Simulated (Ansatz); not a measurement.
## Run report: MoS2, single-point calculation (part 3 of 3)

The same run, continued: MoS2 (Fm-3m, 3 atoms in the cell); DFT PBE+U+J, scalar-relativistic, plane waves, PAW, U = 6 eV, J = 0.7 eV on Mo atom 1 d, spin-polarised (Ansatz 0.2.0); cutoff 420 eV, 6×6×6 k-mesh, Gaussian smearing of 0.05 eV, collinear spins. The structure was built on a prototype by a generator; it need not be a known phase. It belongs to a series of runs on one base structure; here: random orbitals: harmonics, high filling.

Geometry of the input (Å; fractional positions):
```
0.0000  2.9960  2.9960
2.9960  0.0000  2.9960
2.9960  2.9960  0.0000
Mo 0.0000  0.0000  0.0000
S  0.2500  0.2500  0.2500
S  0.7500  0.7500  0.7500
```

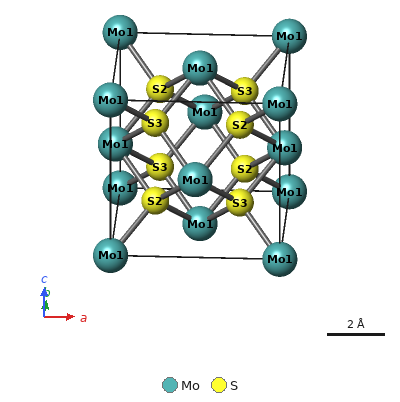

**Figure 1.** The structure as given in the input (ball-and-stick view of the cell 4 times as large as that of the calculation, set on its symmetry axes, seen at an oblique angle; atoms are numbered from 1 in the order of the input).

The program's output, continued
```
  k-point 15 ↓: bands = ["-49.6567", "-23.6407", "-23.6308", "-23.6260", "-1.9626", "-1.5482", "4.8408", "5.7787", "6.9994", "8.4808", "9.3207", "11.5883", "13.4580", "13.8974", "13.9095", "14.7438", "14.9940", "17.7107"]
Occupation matrices written to [file]
--- Löwdin populations: 3 sites ---
  site symbol       q [e]    m [muB]
     0     Mo     13.3029     2.5471
     1      S      6.2662    -0.2868
     2      S      6.2662    -0.2868
  spilling = 0.006333 (of n_electrons = 26.000000)
--- Occupation matrices: 1 shell (run DFT+U table (all-electron-ortho-atomic); ε = 2.51e-3) ---
  Mo0 d_4D: site group Oh (m-3m)
  Mo0 d_4D up     Tr n = 3.6294  λ = 0.558 0.558 0.558 0.978 0.978  [3× xz 0.33 (T2g 1.00) T2g(1.00) | 2× z2 0.50 (Eg 1.00) Eg(1.00)]
  Mo0 d_4D dn     Tr n = 1.1348  λ = 0.052 0.052 0.344 0.344 0.344  [2× z2 0.50 (Eg 1.00) Eg(1.00) | 3× xz 0.33 (T2g 1.00) T2g(1.00)]
  specified occupation → Mo0 d_4D up: matrix, ‖Δ‖_F = 0.9316, Tr Δ = -1.6294, displaced = 0.8147, d_λ = 0.9316; orbital distance = 0.0000
  specified occupation → Mo0 d_4D dn: matrix, ‖Δ‖_F = 0.5627, Tr Δ = -1.0348, displaced = 0.5174, d_λ = 0.5627; orbital distance = 0.0000
  Tr n, λ and their labels are of the run-group-symmetrised matrices; stabiliser: 48 of 96 elements of G0×{1,Θ} (closed), max defect 1.9e-15 at τ = 5.3e-4
```

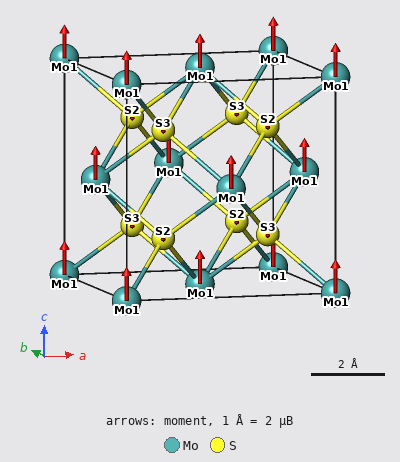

**Figure 2.** Magnetic moments of the sites as red arrows (ball-and-stick view of the cell 4 times as large as that of the calculation, set on its symmetry axes, seen slightly off an axis; atoms are numbered from 1 in the order of the input); small moments hardly show. The run is collinear, so the axis drawn is arbitrary. Site moments: Mo1 (1.89 μB); S2, S3 (−0.21 μB). They are counted near the atoms and needn't add up to the moment of the cell.

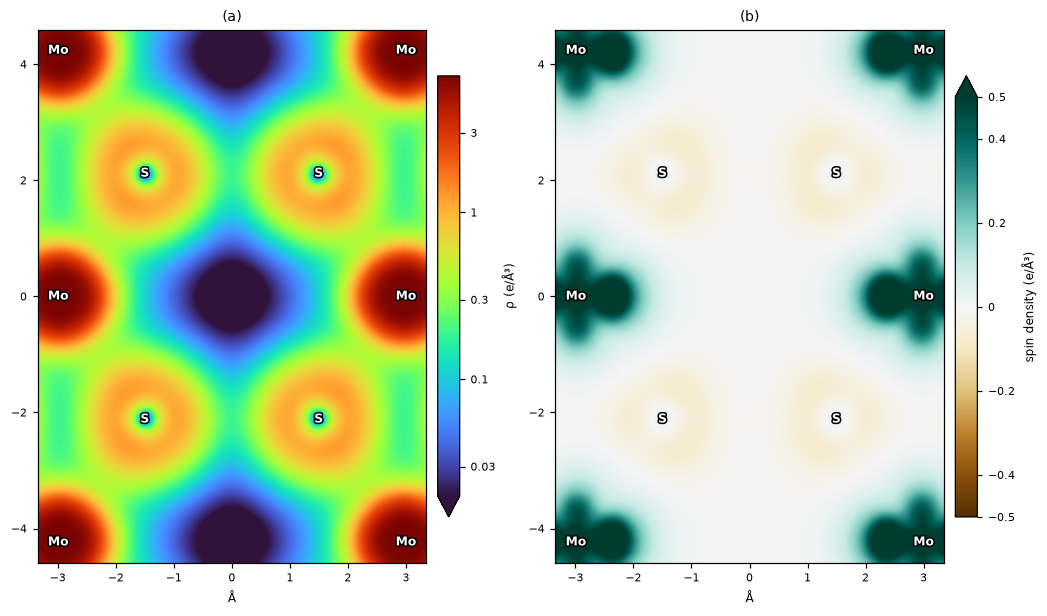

**Figure 3.** (a) valence electron density; (b) spin density on the (101) plane of the conventional cell. The plane passes through Mo and S nuclei. Mo–S (2.59 Å): ρ at the midpoint is about 0.43 e/Å³. Away from the nuclei the density in this plane falls to 0.01 e/Å³ at its lowest. The cell of the calculation (3 atoms) carries 2.0 μB net. The fields are those of the smooth PAW valence density.

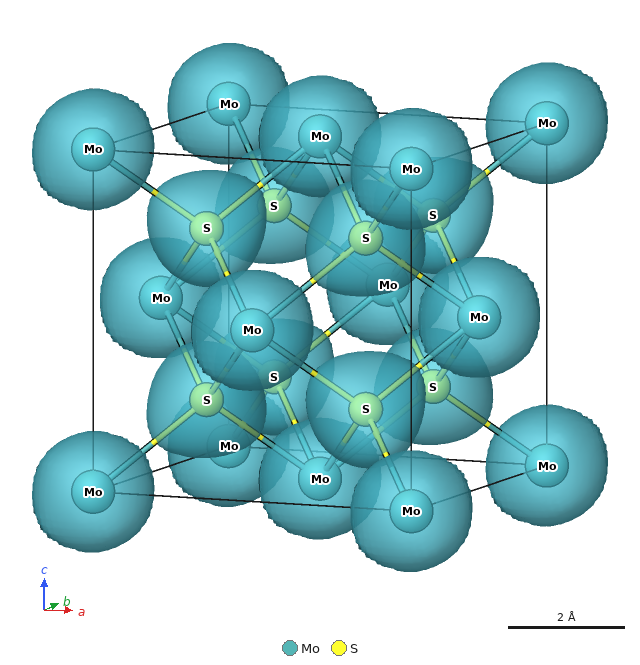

**Figure 4.** Isosurface of the valence pseudo-density at 0.5 e/Å³ (cyan), seen slightly off an axis. Sticks mark near contacts. The outline is the cell set on symmetry axes. At this value the density breaks into separate islands; it holds about 70 % of the electrons treated as valence (semicore included). It is pinched off along the Mo–S (2.59 Å) contacts. On the grid the lowest density along these lines, outside the cores, is 0.42 e/Å³ (Mo–S, 2.59 Å).

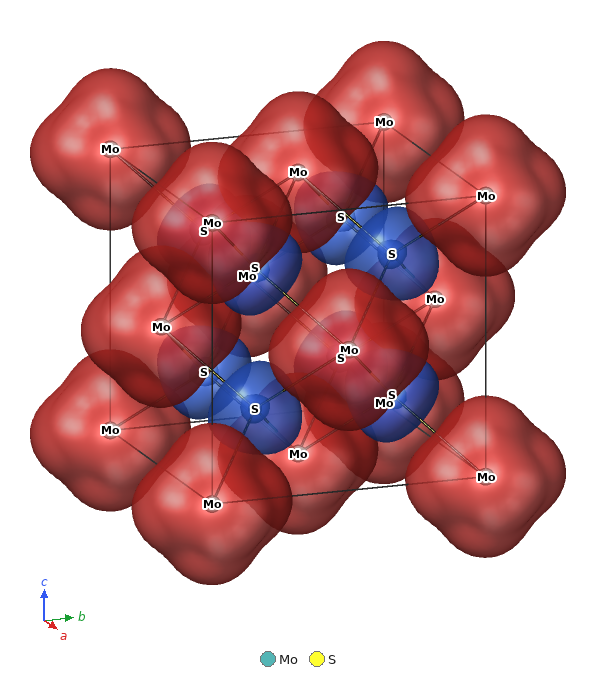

**Figure 5.** Isosurfaces of the spin density at +0.03 (red) and −0.03 e/Å³ (blue), seen slightly off an axis. Sticks mark near contacts. The outline is the cell set on symmetry axes. The cell of the calculation (3 atoms) carries 2.0 μB net.
